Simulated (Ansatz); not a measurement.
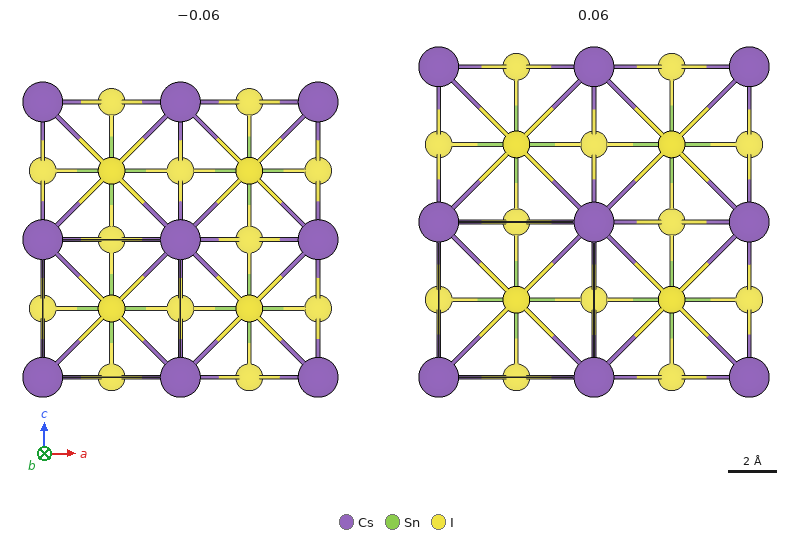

Crystalline CsSnI3 (set up in Pm-3m), under equal strain along all axes (cell held, atoms fixed by symmetry), with energies (extrapolated to zero smearing) counted from the relaxed crystal, which is the row at zero. The picture shows the first and the last member. Style: ball-and-stick. Shown: the cell of the calculation, repeated 2 × 1 × 2 with one cell outlined, along the b axis.

Computed with Ansatz 0.2.0: DFT PBEsol, scalar-relativistic, plane waves, PAW. Settings: plane-wave cutoff 420 eV; k-point mesh 6 × 6 × 6; occupations gaussian; smearing width 0.01 eV; no spin polarisation.

```csv
strain,energy (meV/atom),a (Å)
−0.06,107.13,5.766
−0.04,44.00,5.889
−0.02,10.25,6.011
0.0,0.00,6.134
0.02,?,?
0.04,32.10,6.379
0.06,67.82,6.502
```

> Fill in the missing row.

A parabola through three neighbouring rows (0.0, 0.04, 0.06) gives, with Lagrange weights, (0.3333)(0.00) + (1.0000)(32.10) + (−0.3333)(67.82) = 9.50 meV/atom. The calculation gives 8.44 meV/atom (a = 6.257 Å). The estimate is 1.06 meV/atom too high. From the first member to the last: Cs–I 4.077 → 4.598 Å, I–Sn 2.883 → 3.251 Å.

The whole series:

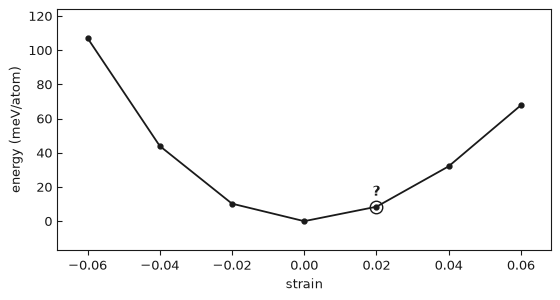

Each member starts from this one structure; whether another phase lies lower wasn't checked.
